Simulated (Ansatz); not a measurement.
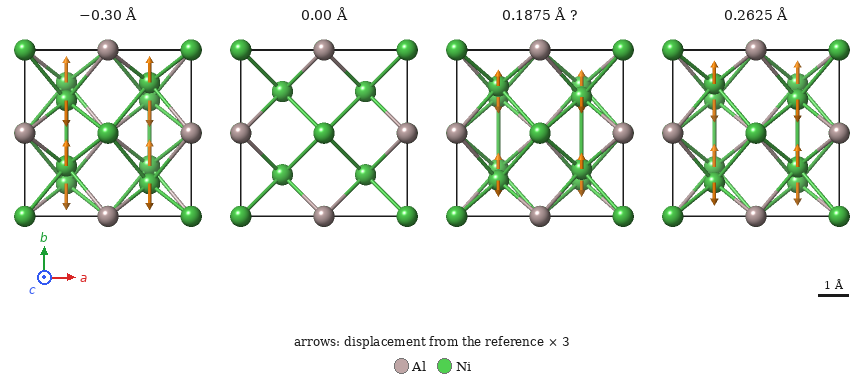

Solid AlNi$_{3}$ (Fm-3m): a normal mode at the zone centre (one arbitrary combination within a set of 3 degenerate modes) is frozen in with the cell fixed, the amplitude being the largest displacement of an atom. The picture is a ball-and-stick view of the conventional cell (4 times the calculation's cell), seen along the c axis. Orange arrows: displacements from the reference. Lengths and directions refer to the drawn axes.

Computed with DFT r2SCAN, scalar-relativistic, plane waves, PAW in Ansatz 0.2.0. (plane-wave cutoff 500 eV; k-point mesh 14 × 14 × 14; occupations gaussian; smearing width 0.15 eV; no spin polarisation). Energies (free energies at the smearing named) are counted from the relaxed crystal.

```
largest displacement (Å)  E − E(ref) (meV/cell)
                 −0.3000                    955
                 −0.1500                    196
                  0.0000                      0
                  0.0375                     11
                  0.0750                     46
                  0.1125                    107
                  0.1875                      ?
                  0.2250                    479
                  0.2625                    687
```

Question: Fill in the missing row.

Answer: A straight line between the two neighbours gives 355 meV/cell. A cubic through the four nearest rows (0.0750, 0.1125, 0.2250, 0.2625) gives, with Lagrange weights, (−0.2000)(46) + (0.5000)(107) + (1.0000)(479) + (−0.3000)(687) = 317 meV/cell. The calculation gives 318 meV/cell, so the cubic is 1 meV/cell too low and the straight line 37 meV/cell too high, as the curve bends upwards here.

The whole profile:

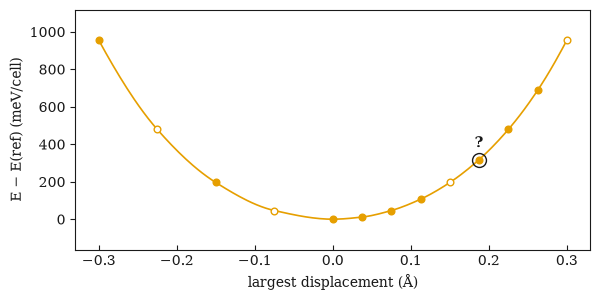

Limits of the set-up: an element that often carries a moment was run without spin polarisation.
